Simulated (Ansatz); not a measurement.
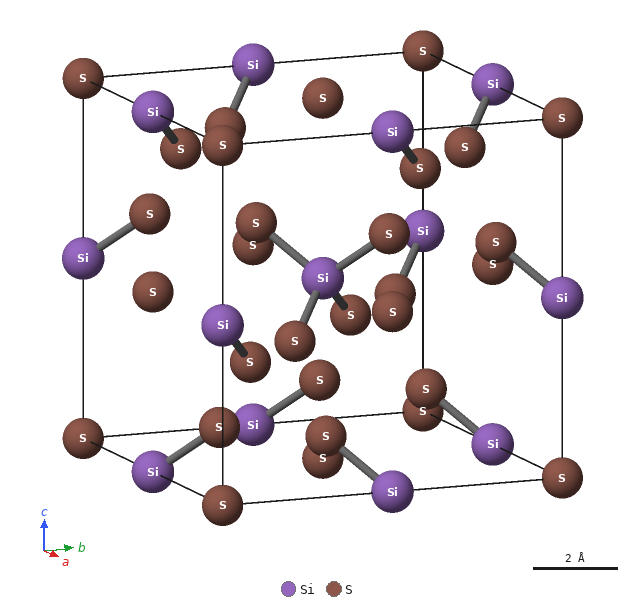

A ball-and-stick rendering, viewed slightly off an axis. The wireframe shows the conventional unit cell. Cell: a = 8.78 Å, b = 8.78 Å, c = 8.78 Å, α = 90.00°, β = 90.00°, γ = 90.00°.

Starting structure: a random cell made by a generator, so it need not be a real form of the compound. Earlier steps of the study, as a rule a relaxation of our own, may have changed the cell and positions, so they can lie some per cent off the listed ones. It was run through Ansatz as a DFT input.

> Give a description of the structure.

Its composition is SiS₅. The atoms follow space group F-43m (No. 216); the Bravais lattice is face-centred cubic. Atoms per cell: 24 (4 Si, 20 S). Si is coordinated by four S in a tetrahedral arrangement at about 2.1 Å. S takes two kinds of site: 16e with one Si at about 2.1 Å; 4a with no bonds drawn. The bonds build separate SiS4 groups; some S atoms get no bond from the drawing's distance rule.

Run with DFT PBE, scalar-relativistic, plane waves, PAW (Ansatz 0.2.0) and these settings: E_cut = 420 eV, k-points about 0.15 Å⁻¹ apart, Gaussian smearing of 0.1 eV, no spin polarisation.

> What is the electronic character?

A metal: bands cross the Fermi level.

> Predict the Bader charges.

Si +2.44 e; S -0.58 to -0.13 e.

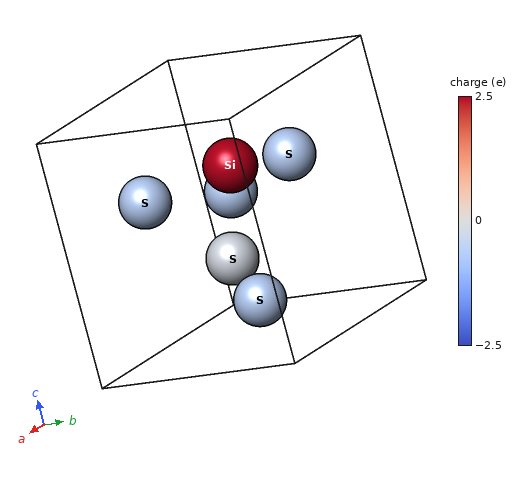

The atoms coloured by those charges. The run's cell of 6 atoms is drawn, so axes and origin can differ from the first picture.

> Do the forces and the stress vanish for this geometry?

Yes. All forces vanish to within 0.01 eV/Å. The pressure is 0.0 GPa, close to zero.
